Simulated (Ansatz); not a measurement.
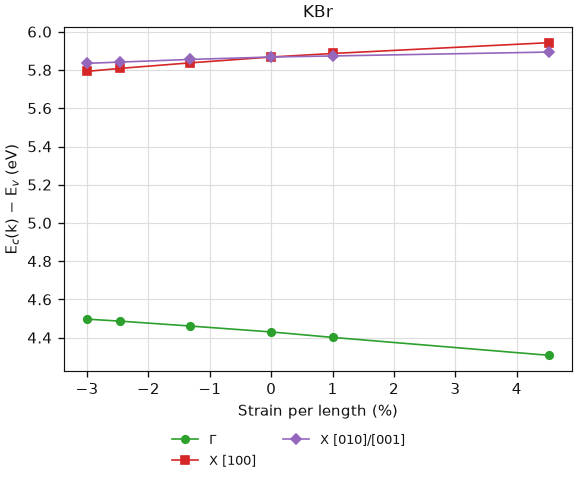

Lowest conduction level at each named k point, counted from the valence-band top at Γ.

System: rocksalt KBr, space group Fm-3m (No. 225), 2 atoms in the primitive cell, relaxed with r2SCAN; unstrained, cubic a = 6.604 Å. The cell is strained along x with the other two lengths held; symmetry fixes the atoms. Points keep the names of the unstrained cell; those that the strain makes unlike carry their directions on the cubic axes x, y, z. Method: PBE, Ansatz PAW set, no spin polarisation, no spin-orbit coupling, 6×6×6 k mesh, 420 eV cutoff, Fermi-Dirac smearing of 0.02 eV (Ansatz 0.2.0).

How does the strain split the X points of the conduction band?

Answer. Unstrained, the X points are equivalent. At +4.52 % the lowest conduction level is 5.89 eV at X [010]/[001] and 5.94 eV at X [100] above the valence top, a splitting of 0.05 eV, or 11 meV for each 1 % of strain on average.

Which of these conduction levels is lowest, and does that change?

Answer. The lowest is the one at Γ, over the whole range, so among these points the gap stays direct.

The values:
```
 strain  Γ (eV)  X [100] (eV)  X [010]/[001] (eV)
   −3 %    4.50          5.79                5.84
−2.46 %    4.49          5.81                5.84
−1.33 %    4.46          5.84                5.86
    0 %    4.43          5.87                5.87
   +1 %    4.40          5.89                5.87
+4.52 %    4.31          5.94                5.89
```

The strain splits the threefold valence top at Γ, and levels count from its highest part. Spin-orbit coupling is left out, which matters for Br. LDA, GGA and most meta-GGA functionals understate gaps.
